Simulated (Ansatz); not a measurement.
## NiO: single-point calculation (part 2 of 3)

The same run, continued: NiO (Fm-3m, 4 atoms in the cell); DFT r2SCAN+U, scalar-relativistic, plane waves, PAW, Ueff = 3 eV on Ni atom 1 d; Ueff = 3 eV on Ni atom 3 d, spin-polarised (Ansatz 0.2.0); cutoff 500 eV, 8×8×8 k-mesh, Gaussian smearing of 0.05 eV, collinear spins. The structure derives from an entry of the Crystallography Open Database. It belongs to a series of runs on one base structure; here: random orbitals: harmonics, high filling.

Geometry of the input (Å; fractional positions):
```
0.0000  2.0913  2.0913
4.1826  2.0913  2.0913
4.1826  4.1826  0.0000
Ni 0.0000  0.0000  0.0000
O  0.5000  0.5000  0.0000
Ni -0.0000  0.0000  0.5000
O  0.5000  0.5000  0.5000
```

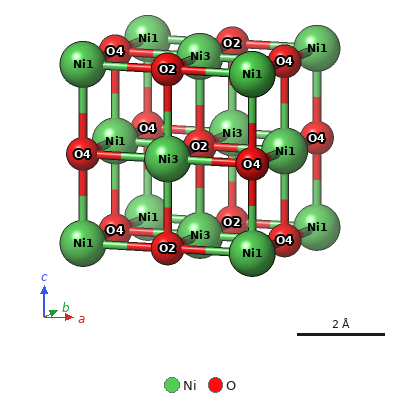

Fig. 1: The input geometry (ball-and-stick view of the cell 2 times as large as that of the calculation, set on its symmetry axes, seen slightly off an axis; atoms are numbered from 1 in the order of the input).

Output, continued
```
SCF iter   1: F=—  HF=-12824.813904 eV  |F-HF|=—  |Δ(HF+E_count)|=         —  Δρ=2.83e-1 (↑1.91e-1 ↓2.83e-1)  dr2=4.44e1  dr2_τ=1.66e-1  dr2_m=5.97e0  M=-0.527 μB ∫|m|=1.524 μB  β_m=0.30  ethr=3.10e-3  ⟨swp⟩=5.3  Hψ=24477  notcnv=0  defer=16
preconditioner: auto → Kerker (q_TF=auto, 2.855 Å⁻¹)  [metal: Δε(μ)=0.002 eV  Ē_g=15.204 eV  σ=0.050 eV  W_gap=0.02  n_scr=14 (ndim 8)  ℏωp=34.7 eV  f_vac=0.000  D(μ)=4.51/eV (n_scr^D=58)]
spin=Collinear: Kerker preconditioning applied to the charge; magnetization (m = ρ↑ − ρ↓) channel mixes plain (no charge-response kernel on spin).
SCF iter   2: F=—  HF=-12821.581340 eV  |F-HF|=—  |Δ(HF+E_count)|=    3.23e0  Δρ=1.29e-1 (↑6.54e-2 ↓1.29e-1)  dr2=3.87e0  dr2_τ=2.71e-1  dr2_m=1.63e0  M=0.431 μB ∫|m|=3.757 μB  β_m=1.00  ethr=3.10e-3  ⟨swp⟩=4.0  Hψ=16821  notcnv=0  defer=564  κ⁻¹=1.0e0(r=1)
SCF iter   3: F=—  HF=-12821.238090 eV  |F-HF|=—  |Δ(HF+E_count)|=   3.43e-1  Δρ=5.79e-2 (↑5.79e-2 ↓5.38e-2)  dr2=1.29e0  dr2_τ=1.57e-2  dr2_m=2.02e-1  M=0.000 μB ∫|m|=3.835 μB  β_m=0.30  ethr=3.10e-3  ⟨swp⟩=2.9  Hψ=15113  notcnv=0  defer=528  κ⁻¹=2.2e-2(r=2)
SCF iter   4: F=—  HF=-12822.221380 eV  |F-HF|=—  |Δ(HF+E_count)|=   9.83e-1  Δρ=4.03e-2 (↑3.94e-2 ↓4.03e-2)  dr2=6.28e-1  dr2_τ=1.03e-2  dr2_m=9.67e-2  M=0.000 μB ∫|m|=3.826 μB  β_m=0.30  ethr=2.69e-3  ⟨swp⟩=2.2  Hψ=9482  notcnv=0  defer=654
Mixer restart at iter 4: flushing history
spin-set hold released at iteration 4 (site moments contracting): the magnetisation degrees of freedom join the quasi-Newton model from the next iteration; the mixer history was flushed
SCF iter   5: F=—  HF=-12822.771627 eV  |F-HF|=—  |Δ(HF+E_count)|=   5.50e-1  Δρ=2.92e-2 (↑2.81e-2 ↓2.92e-2)  dr2=3.24e-1  dr2_τ=5.66e-3  dr2_m=4.80e-2  M=0.000 μB ∫|m|=3.825 μB  β_m=0.30  ethr=1.31e-3  ⟨swp⟩=2.1  Hψ=7138  notcnv=0  defer=654  κ⁻¹=1.0e0(r=1)
SCF iter   6: F=—  HF=-12823.378204 eV  |F-HF|=—  |Δ(HF+E_count)|=   6.07e-1  Δρ=7.97e-3 (↑7.97e-3 ↓7.56e-3)  dr2=3.18e-2  dr2_τ=7.92e-4  dr2_m=1.98e-3  M=0.000 μB ∫|m|=3.839 μB  β_m=0.30  ethr=6.76e-4  ⟨swp⟩=2.8  Hψ=13354  notcnv=0  defer=662  κ⁻¹=2.0e-2(r=2)
SCF iter   7: F=—  HF=-12823.399258 eV  |F-HF|=—  |Δ(HF+E_count)|=   2.11e-2  Δρ=5.31e-3 (↑4.58e-3 ↓5.31e-3)  dr2=1.47e-2  dr2_τ=2.58e-4  dr2_m=1.42e-3  M=0.000 μB ∫|m|=3.848 μB  β_m=0.30  ethr=6.61e-5  ⟨swp⟩=2.6  Hψ=13269  notcnv=0  defer=672  κ⁻¹=1.9e-3(r=3)
SCF iter   8: F=—  HF=-12823.402933 eV  |F-HF|=—  |Δ(HF+E_count)|=   3.67e-3  Δρ=1.75e-3 (↑1.68e-3 ↓1.75e-3)  dr2=1.98e-3  dr2_τ=5.17e-5  dr2_m=1.82e-4  M=0.000 μB ∫|m|=3.848 μB  β_m=0.30  ethr=3.07e-5  ⟨swp⟩=2.6  Hψ=10842  notcnv=0  defer=672  κ⁻¹=5.0e-4(r=4)
SCF iter   9: F=—  HF=-12823.403289 eV  |F-HF|=—  |Δ(HF+E_count)|=   3.57e-4  Δρ=8.67e-4 (↑8.67e-4 ↓8.38e-4)  dr2=4.06e-4  dr2_τ=6.14e-6  dr2_m=4.55e-5  M=0.000 μB ∫|m|=3.846 μB  β_m=0.30  ethr=4.13e-6  ⟨swp⟩=2.2  Hψ=11309  notcnv=0  defer=672  κ⁻¹=2.8e-4(r=5)
SCF iter  10: F=—  HF=-12823.403887 eV  |F-HF|=—  |Δ(HF+E_count)|=   5.98e-4  Δρ=5.43e-4 (↑4.57e-4 ↓5.43e-4)  dr2=1.67e-4  dr2_τ=1.98e-6  dr2_m=2.68e-5  M=0.000 μB ∫|m|=3.844 μB  β_m=0.30  ethr=8.45e-7  ⟨swp⟩=2.0  Hψ=10382  notcnv=0  defer=672  κ⁻¹=1.1e-4(r=6)
SCF iter  11: F=—  HF=-12823.404086 eV  |F-HF|=—  |Δ(HF+E_count)|=   1.99e-4  Δρ=3.07e-4 (↑1.90e-4 ↓3.07e-4)  dr2=7.79e-5  dr2_τ=4.60e-7  dr2_m=6.15e-6  M=0.000 μB ∫|m|=3.843 μB  β_m=0.30  ethr=3.47e-7  ⟨swp⟩=2.0  Hψ=10974  notcnv=0  defer=672  κ⁻¹=1.5e-5(r=7)
SCF iter  12: F=—  HF=-12823.404027 eV  |F-HF|=—  |Δ(HF+E_count)|=   5.85e-5  Δρ=1.55e-4 (↑1.50e-4 ↓1.55e-4)  dr2=1.67e-5  dr2_τ=1.78e-7  dr2_m=1.77e-6  M=0.000 μB ∫|m|=3.843 μB  β_m=0.30  ethr=1.62e-7  ⟨swp⟩=2.3  Hψ=10482  notcnv=0  defer=672  κ⁻¹=1.1e-6(r=8)
SCF iter  13: F=—  HF=-12823.404047 eV  |F-HF|=—  |Δ(HF+E_count)|=   1.92e-5  Δρ=9.62e-5 (↑9.62e-5 ↓8.39e-5)  dr2=4.53e-6  dr2_τ=6.59e-8  dr2_m=5.26e-7  M=0.000 μB ∫|m|=3.843 μB  β_m=0.30  ethr=3.47e-8  ⟨swp⟩=2.0  Hψ=11141  notcnv=0  defer=672  κ⁻¹=2.2e-6(r=8)
Mixer restart at iter 13: flushing history
SCF iter  14: F=-12823.487348 eV  HF=-12823.404048 eV  |F-HF|=8.33e-2  |Δ(HF+E_count)|=         —  Δρ=1.08e-4 (↑1.08e-4 ↓9.40e-5)  dr2=5.81e-6  dr2_τ=8.28e-8  dr2_m=6.73e-7  M=0.000 μB ∫|m|=3.843 μB  β_m=0.30  ethr=9.43e-9  ⟨swp⟩=1.0  Hψ=6132  notcnv=0  defer=672
SCF iter  15: F=-12823.503300 eV  HF=-12823.448982 eV  |F-HF|=5.43e-2  |Δ(HF+E_count)|=   4.49e-2  Δρ=3.90e-3 (↑7.17e-4 ↓3.90e-3)  dr2=2.38e-3  dr2_τ=4.28e-5  dr2_m=1.27e-3  M=0.000 μB ∫|m|=3.829 μB  β_m=0.30  ethr=9.43e-9  ⟨swp⟩=2.2  Hψ=9064  notcnv=0  defer=672  κ⁻¹=1.0e0(r=1)
SCF iter  16: F=-12823.514896 eV  HF=-12823.500419 eV  |F-HF|=1.45e-2  |Δ(HF+E_count)|=   5.14e-2  Δρ=4.74e-3 (↑1.16e-3 ↓4.74e-3)  dr2=3.45e-3  dr2_τ=9.83e-5  dr2_m=2.06e-3  M=0.000 μB ∫|m|=3.819 μB  β_m=0.30  ethr=9.43e-9  ⟨swp⟩=3.5  Hψ=16803  notcnv=0  defer=672  κ⁻¹=1.5e-1(r=2)
SCF iter  17: F=-12823.526617 eV  HF=-12823.521848 eV  |F-HF|=4.77e-3  |Δ(HF+E_count)|=   2.14e-2  Δρ=5.80e-3 (↑1.00e-3 ↓5.80e-3)  dr2=4.57e-3  dr2_τ=6.72e-5  dr2_m=2.99e-3  M=0.000 μB ∫|m|=3.809 μB  β_m=0.30  ethr=9.43e-9  ⟨swp⟩=3.5  Hψ=17998  notcnv=0  defer=672  κ⁻¹=2.2e-2(r=3)
SCF iter  18: F=-12823.533045 eV  HF=-12823.527310 eV  |F-HF|=5.74e-3  |Δ(HF+E_count)|=   5.46e-3  Δρ=6.20e-3 (↑9.33e-4 ↓6.20e-3)  dr2=5.11e-3  dr2_τ=7.71e-5  dr2_m=3.35e-3  M=0.000 μB ∫|m|=3.805 μB  β_m=0.30  ethr=9.43e-9  ⟨swp⟩=3.0  Hψ=16804  notcnv=0  defer=669  κ⁻¹=3.1e-3(r=4)
SCF iter  19: F=-12823.522106 eV  HF=-12823.516780 eV  |F-HF|=5.33e-3  |Δ(HF+E_count)|=   1.05e-2  Δρ=6.09e-3 (↑1.01e-3 ↓6.09e-3)  dr2=4.86e-3  dr2_τ=7.95e-5  dr2_m=3.29e-3  M=0.000 μB ∫|m|=3.812 μB  β_m=0.30  ethr=9.43e-9  ⟨swp⟩=3.6  Hψ=18152  notcnv=0  defer=668  κ⁻¹=2.6e-4(r=5)
SCF iter  20: F=-12823.537736 eV  HF=-12823.530795 eV  |F-HF|=6.94e-3  |Δ(HF+E_count)|=   1.40e-2  Δρ=7.04e-3 (↑9.76e-4 ↓7.04e-3)  dr2=6.78e-3  dr2_τ=1.07e-4  dr2_m=4.33e-3  M=0.000 μB ∫|m|=3.803 μB  β_m=0.30  ethr=9.43e-9  ⟨swp⟩=3.7  Hψ=19138  notcnv=0  defer=668  κ⁻¹=1.6e-4(r=6)
SCF iter  21: F=-12823.510367 eV  HF=-12823.499266 eV  |F-HF|=1.11e-2  |Δ(HF+E_count)|=   3.15e-2  Δρ=8.29e-3 (↑6.91e-4 ↓8.29e-3)  dr2=8.22e-3  dr2_τ=1.34e-4  dr2_m=5.82e-3  M=0.000 μB ∫|m|=3.815 μB  β_m=0.30  ethr=9.43e-9  ⟨swp⟩=4.7  Hψ=23561  notcnv=0  defer=667  κ⁻¹=6.1e-5(r=7)
SCF iter  22: F=-12823.487175 eV  HF=-12823.471462 eV  |F-HF|=1.57e-2  |Δ(HF+E_count)|=   2.78e-2  Δρ=9.55e-3 (↑6.04e-4 ↓9.55e-3)  dr2=1.05e-2  dr2_τ=1.82e-4  dr2_m=7.72e-3  M=0.000 μB ∫|m|=3.827 μB  β_m=0.30  ethr=9.43e-9  ⟨swp⟩=3.8  Hψ=19678  notcnv=0  defer=672  κ⁻¹=5.6e-5(r=8)
SCF iter  23: F=-12823.485761 eV  HF=-12823.470081 eV  |F-HF|=1.57e-2  |Δ(HF+E_count)|=   1.38e-3  Δρ=9.52e-3 (↑6.06e-4 ↓9.52e-3)  dr2=1.04e-2  dr2_τ=1.79e-4  dr2_m=7.67e-3  M=0.000 μB ∫|m|=3.828 μB  β_m=0.30  ethr=9.43e-9  ⟨swp⟩=2.0  Hψ=11456  notcnv=0  defer=672  κ⁻¹=3.9e-6(r=8)
SCF iter  24: F=-12823.486429 eV  HF=-12823.471125 eV  |F-HF|=1.53e-2  |Δ(HF+E_count)|=   1.04e-3  Δρ=9.67e-3 (↑6.16e-4 ↓9.67e-3)  dr2=1.11e-2  dr2_τ=1.88e-4  dr2_m=7.90e-3  M=0.000 μB ∫|m|=3.827 μB  β_m=0.30  ethr=9.43e-9  ⟨swp⟩=2.2  Hψ=11048  notcnv=0  defer=672  κ⁻¹=1.0e-5(r=8)
SCF iter  25: F=-12823.504307 eV  HF=-12823.487113 eV  |F-HF|=1.72e-2  |Δ(HF+E_count)|=   1.60e-2  Δρ=1.04e-2 (↑6.30e-4 ↓1.04e-2)  dr2=1.29e-2  dr2_τ=2.17e-4  dr2_m=9.13e-3  M=0.000 μB ∫|m|=3.815 μB  β_m=0.30  ethr=9.43e-9  ⟨swp⟩=3.4  Hψ=16862  notcnv=0  defer=672  κ⁻¹=3.5e-5(r=8)
SCF iter  26: F=-12823.479804 eV  HF=-12823.463789 eV  |F-HF|=1.60e-2  |Δ(HF+E_count)|=   2.33e-2  Δρ=9.72e-3 (↑6.11e-4 ↓9.72e-3)  dr2=1.13e-2  dr2_τ=2.00e-4  dr2_m=7.96e-3  M=0.000 μB ∫|m|=3.832 μB  β_m=0.30  ethr=9.43e-9  ⟨swp⟩=3.7  Hψ=18774  notcnv=0  defer=672  κ⁻¹=3.5e-5(r=8)
SCF iter  27: F=-12823.486462 eV  HF=-12823.471956 eV  |F-HF|=1.45e-2  |Δ(HF+E_count)|=   8.17e-3  Δρ=9.99e-3 (↑7.74e-4 ↓9.99e-3)  dr2=1.27e-2  dr2_τ=2.27e-4  dr2_m=8.43e-3  M=-0.000 μB ∫|m|=3.827 μB  β_m=0.30  ethr=9.43e-9  ⟨swp⟩=3.0  Hψ=16765  notcnv=0  defer=672  κ⁻¹=2.9e-5(r=8)
SCF iter  28: F=-12823.520843 eV  HF=-12823.515436 eV  |F-HF|=5.41e-3  |Δ(HF+E_count)|=   4.35e-2  Δρ=6.13e-3 (↑7.20e-4 ↓6.13e-3)  dr2=5.17e-3  dr2_τ=9.06e-5  dr2_m=3.19e-3  M=0.000 μB ∫|m|=3.812 μB  β_m=0.30  ethr=9.43e-9  ⟨swp⟩=5.0  Hψ=23054  notcnv=0  defer=672  κ⁻¹=8.8e-6(r=8)
SCF iter  29: F=-12823.536063 eV  HF=-12823.529224 eV  |F-HF|=6.84e-3  |Δ(HF+E_count)|=   1.38e-2  Δρ=6.10e-3 (↑4.13e-4 ↓6.10e-3)  dr2=4.03e-3  dr2_τ=6.96e-5  dr2_m=3.16e-3  M=0.000 μB ∫|m|=3.807 μB  β_m=0.30  ethr=9.43e-9  ⟨swp⟩=3.5  Hψ=19711  notcnv=0  defer=667  κ⁻¹=8.0e-6(r=8)
SCF iter  30: F=-12823.562999 eV  HF=-12823.546140 eV  |F-HF|=1.69e-2  |Δ(HF+E_count)|=   1.69e-2  Δρ=9.25e-3 (↑5.05e-4 ↓9.25e-3)  dr2=9.15e-3  dr2_τ=1.74e-4  dr2_m=7.26e-3  M=0.000 μB ∫|m|=3.799 μB  β_m=0.30  ethr=9.43e-9  ⟨swp⟩=3.8  Hψ=18044  notcnv=0  defer=667  κ⁻¹=6.5e-6(r=8)
SCF iter  31: F=-12823.608097 eV  HF=-12823.576955 eV  |F-HF|=3.11e-2  |Δ(HF+E_count)|=   3.08e-2  Δρ=1.09e-2 (↑3.62e-4 ↓1.09e-2)  dr2=9.79e-3  dr2_τ=1.86e-4  dr2_m=1.01e-2  M=0.000 μB ∫|m|=3.794 μB  β_m=0.30  ethr=9.43e-9  ⟨swp⟩=4.1  Hψ=20376  notcnv=0  defer=663  κ⁻¹=1.7e-4(r=8)
SCF iter  32: F=-12823.589986 eV  HF=-12823.568329 eV  |F-HF|=2.17e-2  |Δ(HF+E_count)|=   8.63e-3  Δρ=9.04e-3 (↑3.32e-4 ↓9.04e-3)  dr2=6.65e-3  dr2_τ=1.29e-4  dr2_m=6.90e-3  M=0.000 μB ∫|m|=3.798 μB  β_m=0.30  ethr=9.43e-9  ⟨swp⟩=3.0  Hψ=17278  notcnv=0  defer=652  κ⁻¹=2.1e-4(r=8)
SCF iter  33: F=-12823.546952 eV  HF=-12823.535302 eV  |F-HF|=1.16e-2  |Δ(HF+E_count)|=   3.30e-2  Δρ=7.04e-3 (↑2.67e-4 ↓7.04e-3)  dr2=4.41e-3  dr2_τ=8.11e-5  dr2_m=4.20e-3  M=0.000 μB ∫|m|=3.804 μB  β_m=0.30  ethr=9.43e-9  ⟨swp⟩=4.3  Hψ=19993  notcnv=0  defer=652  κ⁻¹=2.0e-4(r=8)
SCF iter  34: F=-12823.580246 eV  HF=-12823.560314 eV  |F-HF|=1.99e-2  |Δ(HF+E_count)|=   2.50e-2  Δρ=8.29e-3 (↑2.56e-4 ↓8.29e-3)  dr2=3.97e-3  dr2_τ=8.04e-5  dr2_m=5.85e-3  M=0.000 μB ∫|m|=3.803 μB  β_m=0.30  ethr=9.43e-9  ⟨swp⟩=3.9  Hψ=20848  notcnv=0  defer=649  κ⁻¹=2.0e-4(r=8)
SCF iter  35: F=-12823.558703 eV  HF=-12823.541451 eV  |F-HF|=1.73e-2  |Δ(HF+E_count)|=   1.89e-2  Δρ=7.95e-3 (↑2.09e-4 ↓7.95e-3)  dr2=4.03e-3  dr2_τ=7.66e-5  dr2_m=5.36e-3  M=0.000 μB ∫|m|=3.805 μB  β_m=0.30  ethr=9.43e-9  ⟨swp⟩=3.5  Hψ=17969  notcnv=0  defer=649  κ⁻¹=1.3e-4(r=8)
SCF iter  36: F=-12823.551824 eV  HF=-12823.537472 eV  |F-HF|=1.44e-2  |Δ(HF+E_count)|=   3.98e-3  Δρ=7.29e-3 (↑2.01e-4 ↓7.29e-3)  dr2=3.35e-3  dr2_τ=6.30e-5  dr2_m=4.50e-3  M=0.000 μB ∫|m|=3.806 μB  β_m=0.30  ethr=9.43e-9  ⟨swp⟩=2.9  Hψ=13921  notcnv=0  defer=648  κ⁻¹=3.6e-5(r=8)
SCF iter  37: F=-12823.513040 eV  HF=-12823.500866 eV  |F-HF|=1.22e-2  |Δ(HF+E_count)|=   3.66e-2  Δρ=6.96e-3 (↑2.00e-4 ↓6.96e-3)  dr2=3.18e-3  dr2_τ=5.96e-5  dr2_m=4.07e-3  M=0.000 μB ∫|m|=3.821 μB  β_m=0.30  ethr=9.43e-9  ⟨swp⟩=5.0  Hψ=23713  notcnv=0  defer=648  κ⁻¹=4.0e-5(r=8)
SCF iter  38: F=-12823.532434 eV  HF=-12823.525854 eV  |F-HF|=6.58e-3  |Δ(HF+E_count)|=   2.50e-2  Δρ=5.06e-3 (↑1.97e-4 ↓5.06e-3)  dr2=1.48e-3  dr2_τ=3.25e-5  dr2_m=2.18e-3  M=0.000 μB ∫|m|=3.814 μB  β_m=0.30  ethr=9.43e-9  ⟨swp⟩=4.1  Hψ=22488  notcnv=0  defer=653  κ⁻¹=7.4e-5(r=8)
SCF iter  39: F=-12823.542859 eV  HF=-12823.532665 eV  |F-HF|=1.02e-2  |Δ(HF+E_count)|=   6.81e-3  Δρ=6.34e-3 (↑2.13e-4 ↓6.34e-3)  dr2=2.44e-3  dr2_τ=4.94e-5  dr2_m=3.42e-3  M=0.000 μB ∫|m|=3.810 μB  β_m=0.30  ethr=9.43e-9  ⟨swp⟩=3.0  Hψ=16193  notcnv=0  defer=653  κ⁻¹=1.0e-4(r=8)
SCF iter  40: F=-12823.517248 eV  HF=-12823.508655 eV  |F-HF|=8.59e-3  |Δ(HF+E_count)|=   2.40e-2  Δρ=5.82e-3 (↑1.94e-4 ↓5.82e-3)  dr2=2.10e-3  dr2_τ=4.19e-5  dr2_m=2.87e-3  M=0.000 μB ∫|m|=3.821 μB  β_m=0.30  ethr=9.43e-9  ⟨swp⟩=4.8  Hψ=21249  notcnv=0  defer=653  κ⁻¹=9.9e-5(r=8)
SCF iter  41: F=-12823.522366 eV  HF=-12823.515641 eV  |F-HF|=6.72e-3  |Δ(HF+E_count)|=   6.99e-3  Δρ=5.45e-3 (↑3.82e-4 ↓5.45e-3)  dr2=2.05e-3  dr2_τ=3.65e-5  dr2_m=2.54e-3  M=0.000 μB ∫|m|=3.818 μB  β_m=0.30  ethr=9.43e-9  ⟨swp⟩=3.0  Hψ=17904  notcnv=0  defer=650  κ⁻¹=1.5e-4(r=8)
SCF iter  42: F=-12823.505592 eV  HF=-12823.485534 eV  |F-HF|=2.01e-2  |Δ(HF+E_count)|=   3.01e-2  Δρ=9.69e-3 (↑3.25e-4 ↓9.69e-3)  dr2=7.98e-3  dr2_τ=1.42e-4  dr2_m=7.87e-3  M=0.000 μB ∫|m|=3.821 μB  β_m=0.30  ethr=9.43e-9  ⟨swp⟩=4.7  Hψ=21146  notcnv=0  defer=650  κ⁻¹=4.9e-5(r=8)
SCF iter  43: F=-12823.451601 eV  HF=-12823.415060 eV  |F-HF|=3.65e-2  |Δ(HF+E_count)|=   7.05e-2  Δρ=1.18e-2 (↑3.56e-4 ↓1.18e-2)  dr2=9.17e-3  dr2_τ=1.55e-4  dr2_m=1.17e-2  M=0.000 μB ∫|m|=3.860 μB  β_m=0.30  ethr=9.43e-9  ⟨swp⟩=4.6  Hψ=24218  notcnv=0  defer=673  κ⁻¹=5.6e-5(r=8)
SCF iter  44: F=-12823.888502 eV  HF=-12823.707819 eV  |F-HF|=1.81e-1  |Δ(HF+E_count)|=   2.93e-1  Δρ=2.58e-2 (↑3.11e-4 ↓2.58e-2)  dr2=3.99e-2  dr2_τ=7.32e-4  dr2_m=5.62e-2  M=-0.000 μB ∫|m|=3.776 μB  ethr=9.43e-9  ⟨swp⟩=7.8  Hψ=49474  notcnv=0
Mixer restart at iter 44: flushing history
iteration 44: the SCF's residuals had fallen too slowly under its mixing. It goes on by minimising its free energy, and can end on another state than longer mixing would; under `scf.algorithm: density_mixing` no SCF does so, but by `scf.convergence.dm_fallback`
SCF iter  45: F=-12825.020306 eV  HF=-12825.064846 eV  |F-HF|=4.45e-2  |Δ(HF+E_count)|=    1.36e0  Δρ=8.17e-3 (↑8.11e-3 ↓8.17e-3)  dr2=3.87e-2  dr2_τ=3.98e-4  dr2_m=2.89e-3  M=0.000 μB ∫|m|=3.819 μB  ethr=9.43e-9  ⟨swp⟩=5.9  Hψ=56481  notcnv=0
SCF iter  46: F=-12825.057056 eV  HF=-12825.060784 eV  |F-HF|=3.73e-3  |Δ(HF+E_count)|=   4.06e-3  Δρ=2.61e-3 (↑2.61e-3 ↓2.38e-3)  dr2=4.55e-3  dr2_τ=1.17e-4  dr2_m=5.02e-4  M=0.000 μB ∫|m|=3.832 μB  ethr=9.43e-9  ⟨swp⟩=6.0  Hψ=42108  notcnv=0
SCF iter  47: F=-12825.060358 eV  HF=-12825.060499 eV  |F-HF|=1.41e-4  |Δ(HF+E_count)|=   2.85e-4  Δρ=7.05e-4 (↑4.42e-4 ↓7.05e-4)  dr2=2.22e-4  dr2_τ=3.08e-6  dr2_m=3.21e-5  M=0.000 μB ∫|m|=3.836 μB  ethr=9.43e-9  ⟨swp⟩=5.3  Hψ=33826  notcnv=0
SCF iter  48: F=-12825.060529 eV  HF=-12825.060539 eV  |F-HF|=9.87e-6  |Δ(HF+E_count)|=   3.96e-5  Δρ=1.59e-4 (↑1.09e-4 ↓1.59e-4)  dr2=1.25e-5  dr2_τ=2.75e-7  dr2_m=1.15e-6  M=0.000 μB ∫|m|=3.836 μB  ethr=9.43e-9  ⟨swp⟩=4.5  Hψ=30520  notcnv=0
SCF iter  49: F=-12825.060539 eV  HF=-12825.060540 eV  |F-HF|=2.47e-7  |Δ(HF+E_count)|=   7.66e-7  Δρ=3.64e-5 (↑2.25e-5 ↓3.64e-5)  dr2=4.93e-7  dr2_τ=7.35e-9  dr2_m=1.01e-7  M=0.000 μB ∫|m|=3.836 μB  ethr=9.43e-9  ⟨swp⟩=3.9  Hψ=24975  notcnv=0
SCF iter  50: F=-12825.060540 eV  HF=-12825.060540 eV  |F-HF|=2.09e-8  |Δ(HF+E_count)|=   2.11e-7  Δρ=4.97e-6 (↑4.97e-6 ↓4.77e-6)  dr2=1.94e-8  dr2_τ=1.64e-10  dr2_m=4.15e-10  M=0.000 μB ∫|m|=3.836 μB  ethr=2.08e-10  ⟨swp⟩=7.9  Hψ=45957  notcnv=0
SCF iter  51: F=-12825.060540 eV  HF=-12825.060540 eV  |F-HF|=2.09e-8  |Δ(HF+E_count)|=  3.64e-12  Δρ=4.97e-6 (↑4.97e-6 ↓4.77e-6)  dr2=1.94e-8  dr2_τ=1.64e-10  dr2_m=4.15e-10  M=0.000 μB ∫|m|=3.836 μB  ethr=4.04e-11  ⟨swp⟩=6.2  Hψ=42288  notcnv=0
WARN: hamiltonian.hubbard: on 1 of 4 specified blocks the occupation matrix of this SCF's result fails the test of the specified filling. At site 0 ↓ (sites count from 0 in the list of atoms of the cell that this SCF solves) the least filled combination of the orbitals specified full has occupation 0.140, and the fullest combination of the orbitals specified empty has occupation 0.998; the filling counts as kept where the first is at least 0.75 and exceeds the second by more than 0.25. The state of this SCF's result may not hold the specified filling, though these bounds can also misjudge a state that does. This warning does not say which state is lower in energy, or whether the specified filling is a self-consistent state at all; see hamiltonian.hubbard.sites[].starting_ns, Limitations, and scf.initial_density.shell_occupations in the input reference
SCF 1 converged in 51 iterations: F = -12825.060540 eV  dr2 = 1.94e-8
  greatest PAW one-centre occupation: 1.003 electrons in one spin orbital (limit 2), on the Ni atom at site 2 (counted from 0), in its partial waves of l = 1
```
